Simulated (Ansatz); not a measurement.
# Formation energy and levels of the substitutional impurity C_N in AlN (P6_3mc), part 2 of 2

Wanted: the transition levels of a substitutional impurity in AlN (P6_3mc), from a cell of 72 host atoms with 1 N taken out and 1 C put in.

Ansatz; place-levels on r2SCAN runs: charge-transition levels and formation energies with image-charge correction and potential alignment at the atomic sites; PAW set soft_1.

So far. Step 3 (Placing the levels, r2SCAN): The host's formation energy from the elements is -1.627 eV per atom; it sets how far the chemical potentials can move.

### 3. Placing the levels, r2SCAN (continued)

Limit set by the element alone; other compounds of these elements are not counted. Chemical potentials from the elements' reference states: Al 0.00 eV, N -3.25 eV, C 0.00 eV. Formation energy by charge state (Al-rich; gap 4.88 eV):

```csv
charge,at valence top (eV),at conduction bottom (eV),correction included (eV)
+1,1.57,6.44,0.24
0,1.78,1.78,0.00
−1,2.99,-1.89,0.26
```

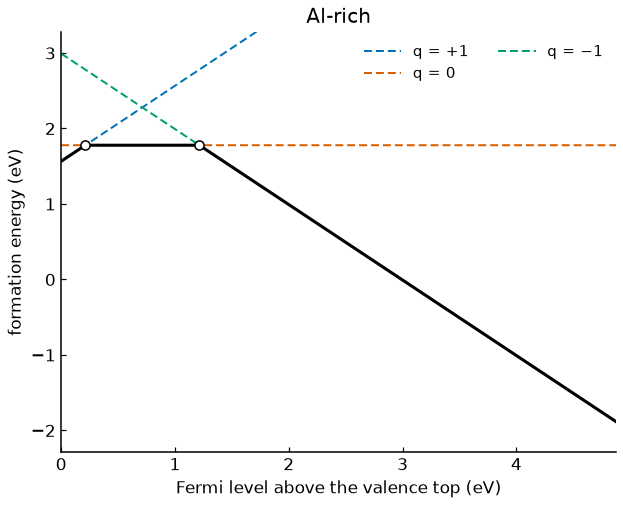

Formation energy against Fermi level; the thick line follows the lowest charge state and circles mark the transition levels.

Limit set by the element alone; other compounds of these elements are not counted. Chemical potentials from the elements' reference states: N 0.00 eV, Al -3.25 eV, C 0.00 eV. Formation energy by charge state (N-rich; gap 4.88 eV):

```csv
charge,at valence top (eV),at conduction bottom (eV),correction included (eV)
+1,4.82,9.70,0.24
0,5.03,5.03,0.00
−1,6.25,1.37,0.26
```

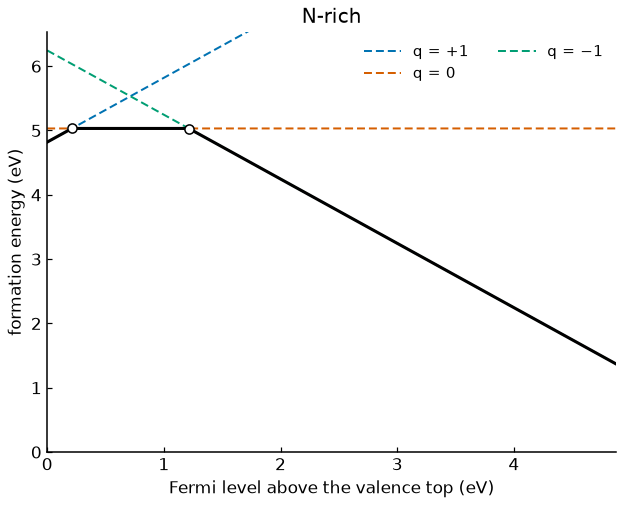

Formation energy against Fermi level; the thick line follows the lowest charge state and circles mark the transition levels.

### 4. The same at the relaxations' own k-points

The relaxations' own energies give the levels at their sampling, for comparison.

The input, levels.relax_mesh.yaml:

```yaml
host:
  run: host.relax.run
states: [qm1.relax.run, q0_M1.relax.run, qp1.relax.run, qp1_M2.relax.run]
chemical_potentials:
  "N":
    energy: -384.814403
    dataset: "<sha256 of the dataset>"
  C:
    energy: -251.553391
    dataset: "<sha256 of the dataset>"
```

Launch:

```bash
> ansatz place-levels levels.relax_mesh.yaml -- --threads 4 --pin off --max-ram 7536MiB
```

The program printed:

```text
(+1/0) 0.231 eV above the valence edge, 4.655 eV under the conduction edge
(0/-1) 1.226 eV above the valence edge, 3.660 eV under the conduction edge
formation energy of charge +1: +4.775 eV with the Fermi level at the valence edge
formation energy of charge 0: +5.006 eV with the Fermi level at the valence edge
formation energy of charge -1: +6.232 eV with the Fermi level at the valence edge
  edges by r2scan, gap 4.886 eV; the host is sampled to repeats of 13.64 Å
[... the lines on each state left out ...]
```

Run time: 0.18 s. Hardware: 4 threads of AMD EPYC 7R13 (Zen 3), shared host.

Levels between neighbouring charges, in eV above the valence top:

```csv
,gap (eV),(+1/0),(0/−1)
"one point at (¼, ¼, ¼)",4.89,0.23,1.23
a 2×2×2 shifted mesh,4.88,0.21,1.21
```

Going from one point at (¼, ¼, ¼) to a 2×2×2 shifted mesh moves the levels that carry no band-filling term by up to 0.02 eV and formation energies against the elements by up to 0.04 eV.

### 5. Levels against the band edges, PBEsol

PBEsol on the same structure is run to see how far the result rests on the functional, though not on the errors that semilocal functionals share; the sampling changes too, to one point at (¼, ¼, ¼), so differences hold both changes.

The input, qm1.pbesol/input.yaml:

```yaml
crystal:
  checkpoint: "../qm1.relax.run"
  host: checkpoint
total_charge: -1
basis:
  ecutwfc: 420
  xc_grid: 2
hamiltonian:
  xc: pbesol
  pseudopotentials: { kind: paw, azcp: { folder: soft_1 }, xc_functional: pbe }
kpoints:
  mp_grid: { grid: [1, 1, 1], shift: [0.25, 0.25, 0.25] }
scf:
  occupations: { method: fermi_dirac, width: 0.01 }
  max_iter: 80
output:
  forces: true
  eigenvalues: true
  charged_corrections:
    epsilon: [4.49, 4.49, 4.72]
    static_epsilon: [8.15, 8.15, 9.65]
    defect_position: [0.555556, 0.444444, 0.440398]
  eigenstates: { localisation: true }
  populations: true
  band_densities: [{ bands: [v1, v1] }, { bands: [c1, c1] }]
  write_density: true
  write_potential: true
  volumetric_format: npy
  elf: true
checkpoint:
  write: "../qm1.pbesol.run"
  compress: false
  write_wavefunctions: false
  write_every: 100000
```

Wall time 12 s (4 threads); peak memory 1.2 GiB; 43 s of CPU time.

The input, levels.pbesol.yaml:

```yaml
host:
  run: host.pbesol.run
  levels_from: { run: edges.pbesol.run }
states: [qm1.pbesol.run, q0_M1.pbesol.run, qp1.pbesol.run, qp1_M2.pbesol.run]
geometry_from:
  qm1.pbesol.run: qm1.relax.run
  q0_M1.pbesol.run: q0_M1.relax.run
  qp1.pbesol.run: qp1.relax.run
  qp1_M2.pbesol.run: qp1_M2.relax.run
  host.pbesol.run: host.relax.run
chemical_potentials:
  "N":
    energy: -378.476431
    dataset: "<sha256 of the dataset>"
  C:
    energy: -246.668769
    dataset: "<sha256 of the dataset>"
```

Launch:

```bash
> ansatz place-levels levels.pbesol.yaml -- --threads 4 --pin off --max-ram 7536MiB
```

The program printed:

```text
Error: geometry_from (host.relax.run): name the neutral relaxation on whose last places the host stands, to 0.0002 Å
```

It took 0.07 s on 4 threads.

The input was rejected at the start.

The program's message: “Error: geometry_from (host.relax.run): name the neutral relaxation on whose last places the host stands, to 0.0002 Å”

### 6. Summary of results

```
gap of the host                                                          : 4.88 eV (r2SCAN)
level (plus 1/0)                                                         : 0.21 eV above the valence top
level (0/minus 1)                                                        : 1.21 eV above the valence top
lowest of the charges placed, just above the valence top (0.02 eV)       : +1
lowest of the charges placed, just below the conduction bottom (0.02 eV) : −1
lowest formation energy at mid-gap of the charges run, Al-rich           : 0.55 eV
lowest formation energy at mid-gap of the charges run, N-rich            : 3.81 eV
```

**Reading.** Of the charges placed (−1, 0 and +1), the lowest changes at 0.21 eV (+1/0) and 1.21 eV (0/−1) above the valence top, in a gap of 4.88 eV. (+1/0) lies nearer to a band edge than the share of the finite-size correction in it (0.24 eV), and that correction holds for a localised charge alone. Charges above +1 and below −1 were not placed, so these runs say nothing of levels that involve them. States placed: +1 at 2 μB and 0 μB; 0 at 1 μB; −1 at 0 μB. Other spin states or structures, where not listed, weren't placed. C is taken at its element; compounds, which aren't counted here, bound the chemical potentials and would shift these formation energies. Going from one point at (¼, ¼, ¼) to a 2×2×2 shifted mesh moves the levels that carry no band-filling term by up to 0.02 eV and formation energies against the elements by up to 0.04 eV. What this leaves open: r2SCAN makes the gap too small and tends to spread out bound carriers; where a gas molecule sets a chemical potential or the host's formation energy, its binding is uncorrected.

[Logs are printed without paths, hosts, clocks, repeated set-up lines and the standing remarks that a program may print on its own settings, such as how far it seeks lower states.]

[Hosts, paths, dates, database ids (printed as entryN), source tags and the programs' standing remarks are cut or masked in the printed files.]

[Where a table of states has a column of steps, it counts the stored structures, which are thinned; the runs took as many ionic steps or more.]

[A defect's name tells the site on which it was built; relaxed atoms can leave that site.]

[For some hosts the program warned that the k-mesh of the response run may be too coarse for force constants and the static dielectric constant; such warnings are not shown here.]
